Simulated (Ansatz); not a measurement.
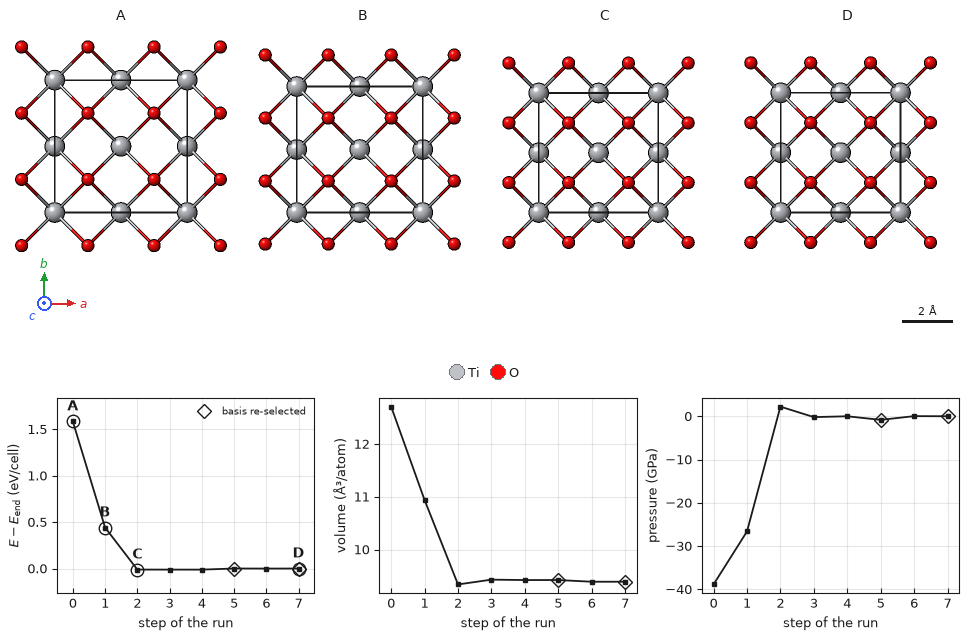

Frames of a relaxation of crystalline TiO₂ (built on the fluorite type), marked on the history of the run. A ball-and-stick model of the conventional cell (4 times the calculation's cell), seen along the c axis. Lengths and directions refer to the drawn axes.

These are results of Ansatz 0.2.0, DFT, PBE, plane waves, PAW, not measurements.

Input file:
```yaml
crystal:
  lattice:
    - [0.0, 2.6712364209, 2.6712364209]
    - [2.6712364209, 0.0, 2.6712364209]
    - [2.6712364209, 2.6712364209, 0.0]
  atoms:
    - { symbol: Ti, position: [0.0, 0.0, 0.0] }
    - { symbol: O, position: [0.25, 0.25, 0.25] }
    - { symbol: O, position: [0.75, 0.75, 0.75] }
kpoints:
  mp_grid: { grid: [8, 8, 8] }
hamiltonian:
  xc: pbe
scf:
  occupations: { method: fermi_dirac, width: 0.02 }
relax:
  f_tol: 0.005
  cell: {}
```

Command:
```bash
ansatz run input.yaml --threads 2 --pin off --max-ram 2211MiB --backend cpu --events-out ev --progress --plain --runs-dir out
```

### What happens along the run?

The atoms keep their places relative to the cell (all moves are under 0.005 Å). The volume changes by −26.1 %, with a = b = c 5.342 → 4.830 Å (−9.6 %). Some distances before and after: Ti1–O2 2.313 → 2.091 Å. The space group stays Fm-3m (No. 225). The energy falls by 1.584 eV per cell of the calculation in 5 accepted moves (7 points after the start). All forces vanish by symmetry, so only the cell relaxes. The pressure goes from −38.88 to 0.00 GPa. The SCF was repeated twice at an unchanged geometry on a basis and grid sized afresh for the cell, which shifted the energy by 12.1 meV per cell of the calculation at most. From step 0 to 1: volume −13.9 %, energy −1.142 eV per cell of the calculation. From step 1 to 2: volume −14.6 %, energy −0.453 eV per cell of the calculation. From step 2 to 7: volume +0.6 %, energy +11.3 meV per cell of the calculation.

```csv
step,"E − E(0), meV/atom","pressure, GPa","volume, Å³/atom",note
0,0.00,-38.88,12.707,
1,-380.75,-26.64,10.938,
2,-531.75,2.22,9.338,
3,-531.84,-0.20,9.429,
4,-531.89,0.00,9.421,
5,-527.87,-0.84,9.421,"same geometry, new basis"
6,-528.12,0.03,9.389,
7,-527.98,0.00,9.389,"same geometry, new basis"
```
